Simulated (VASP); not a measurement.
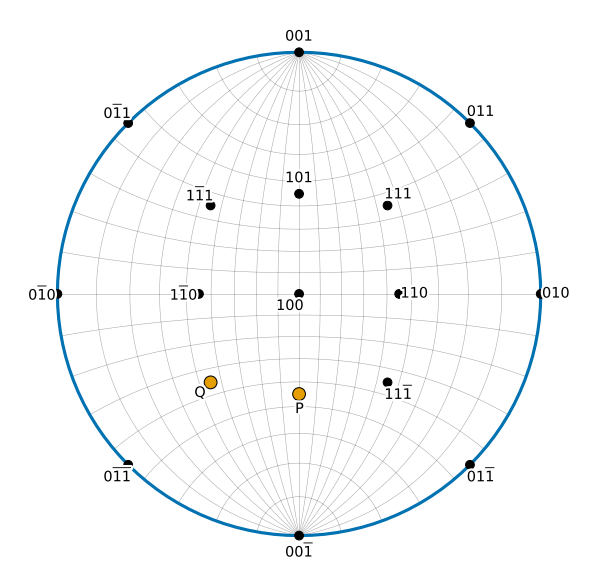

For SiC, coordinates from a relaxation with VASP Kohn-Sham DFT of a periodic cell, B3LYP, VASP PAW PBE potentials, recommended (VASP 6.6.1): stereographic projection of plane normals (upper hemisphere) centred on (1 0 0). The drawing is computed from the coordinates (standard cell, symmetry found to 0.002 Å).

a = 4.377 Å, b = 4.377 Å, c = 4.377 Å, α = 90.00°, β = 90.00°, γ = 90.00°.

Q: Index the poles marked P, Q.

A: P is (1 0 −1), 45.0° from the centre; Q is (1 −1 −1), 54.7° from the centre.

Q: Which zone does the coloured great circle trace?

A: The zone [1 0 0]: its poles satisfy h = 0.

Q: What is the angle between the normals of (0 1 0) and (1 −1 1), and what are their d_hkl = 1/|g|?

A: 125.3°; d = 4.377 Å and 2.527 Å.
